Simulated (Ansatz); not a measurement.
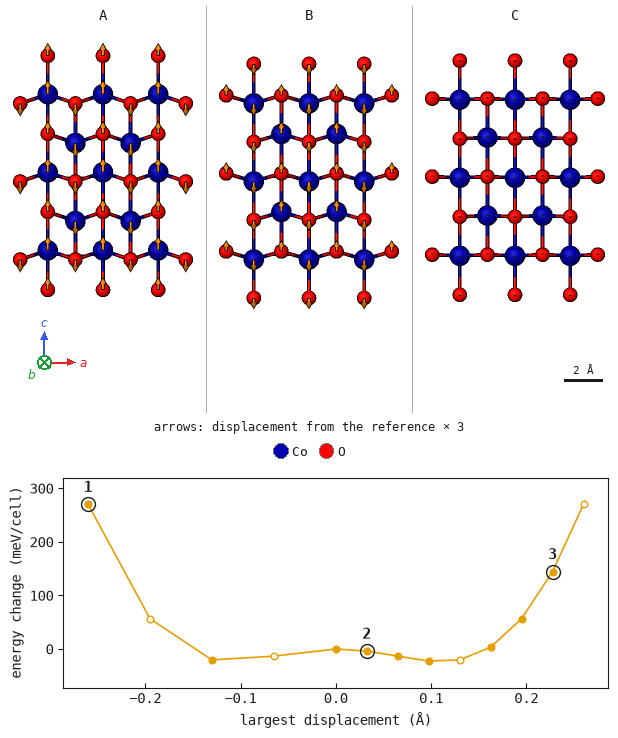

Solid CoO (Fm-3m): a normal mode of wave vector (0, 1/2, 1/2) of the primitive cell, folded into a doubled cell, is frozen in with the cell fixed, the amplitude being the largest displacement of an atom. The frames are shuffled; the numbered points of the plot belong to them. Hollow markers are points alike by symmetry, not computed again. The picture is a ball-and-stick view of the cell of the calculation, repeated 2 × 2 × 2 with one cell outlined, seen along the b axis. Orange arrows: displacements from the reference.

The calculation used DFT PBEsol, scalar-relativistic, plane waves, PAW (Ansatz 0.2.0). Settings: plane-wave cutoff 420 eV; k-point mesh 20 × 20 × 14; occupations gaussian; smearing width 0.15 eV; collinear spin. Energies (free energies at the smearing named) are counted from the relaxed crystal.

Which frame belongs to which numbered point?

Point 1 is frame A (the amplitude −0.26 Å, 270.1 meV/cell); 2 is frame C (the amplitude 0.0325 Å, −3.9 meV/cell); 3 is frame B (the amplitude 0.2275 Å, 144.5 meV/cell). The harmonic wavenumber of the mode is 123i cm⁻¹, so the reference is unstable against it. Of the computed points the lowest is at the amplitude 0.0975 Å, −22.4 meV/cell. Further local minima among the points: −0.13 Å (−20.4 meV/cell). A local maximum lies at 0.00 Å (0.0 meV/cell). The reference isn't the lowest point: the distortion gains at least 22.4 meV/cell. At the highest point the shortest interatomic distance is 2.06 Å, against 2.08 Å in the reference. The distortion takes the space group from Fm-3m to P4/nmm.
